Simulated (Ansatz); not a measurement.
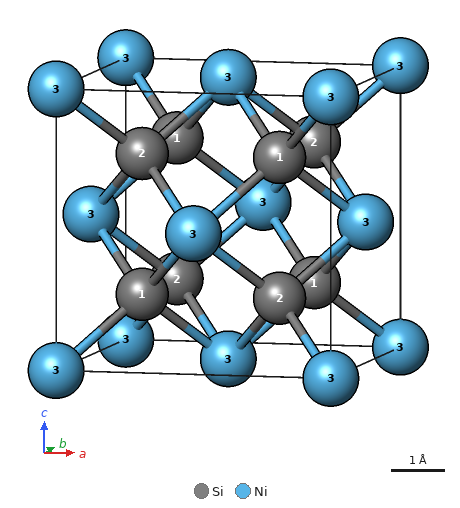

This is crystalline Si$_{2}$Ni (set up in Fm-3m). Style: ball-and-stick. Shown: the conventional cell (4 times the calculation's cell), slightly off an axis. Lengths and directions refer to the drawn axes.

These are results of DFT r2SCAN, scalar-relativistic, plane waves, PAW (Ansatz 0.2.0), not measurements. Settings: plane-wave cutoff 500 eV; k-point mesh 14 × 14 × 14; occupations gaussian; smearing width 0.1 eV; no spin polarisation.

Now this is done to it. All lengths are scaled by +1.0 % (volume +3.0 %), the atoms keeping their fractional coordinates. No relaxation follows.

Q: What does the calculation give for the changed structure?

A: Some distances before and after: Ni–Si 2.332 → 2.355 Å. The space group stays Fm-3m (No. 225). Energy change: +5.5 meV per atom. Pressure: 0.0 GPa before, −4.4 GPa after. All forces vanish by symmetry.
